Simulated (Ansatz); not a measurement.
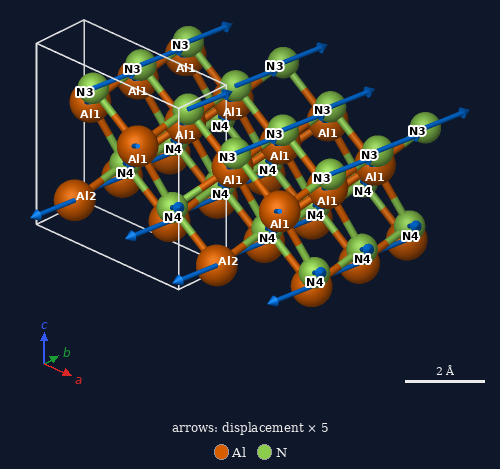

This is a relaxation of crystalline AlN (a generated structure, set up in Cc) (coarse preliminary run). The starting structure is drawn; blue arrows show the displacements (the part carried along by the change of the cell is left out), 5 times their true length.

The picture is a ball-and-stick view of the conventional cell (2 times the calculation's cell), repeated 2 × 3 × 1 with one cell outlined, seen slightly off an axis. Lengths and directions refer to the drawn axes.

Computed with DFT PBE, scalar-relativistic, plane waves, PAW in Ansatz 0.2.0. Settings: plane-wave cutoff 420 eV; k-point mesh 8 × 8 × 4; occupations gaussian; smearing width 0.1 eV; no spin polarisation; cell and atoms relaxed; force threshold 0.04 eV/Å; at most 70 steps.

Question: Describe the change and its energy.

Answer: The largest moves relative to the cell, 0.29 Å, are those of Al1, Al2, N3 and N4. Al2 goes roughly along [−1 −3 −1]. Largest moves by element: Al 0.29 Å, N 0.29 Å. The volume changes by +15.5 %, with a 4.186 → 4.985 Å (+19.1 %), b 3.115 → 2.879 Å (−7.6 %), c 4.741 → 4.985 Å (+5.1 %), β 109.2° → 109.5°. Among the contacts that change: Al1–N4 2.602 → 2.035 Å, Al1–N3 1.871 → 2.035 Å, Al1–N4 (another image) 1.875 → 2.035 Å. New bonds form: Al1–N4 (2.60 → 2.04 Å), Al2–N3 (2.60 → 2.04 Å). Bond angles that change, for instance: N3–Al2–N4 114.5° → 90.0°, Al1–N4–Al2 114.5° → 90.0°, N3–Al2–N4 156.7° → 180.0°. The space group (tolerance 0.01 Å) goes from Cc (No. 9) to Fm-3m (No. 225). The energy falls by 705 meV per atom in 7 accepted moves (9 points after the start). The largest force component goes from 0.89 to 0.00016 eV/Å. Pressure: 73.18 GPa at the start and 0.01 GPa at the end. The SCF was repeated twice at an unchanged geometry on a basis and grid sized afresh for the cell, which shifted the energy by 26.4 meV per atom at most. Cost: 100 s on 1 thread of Intel(R) Xeon(R) Processor @ 2.50GHz (Skylake/Cascade Lake), with other jobs on the host, peak memory 0.35 GiB.
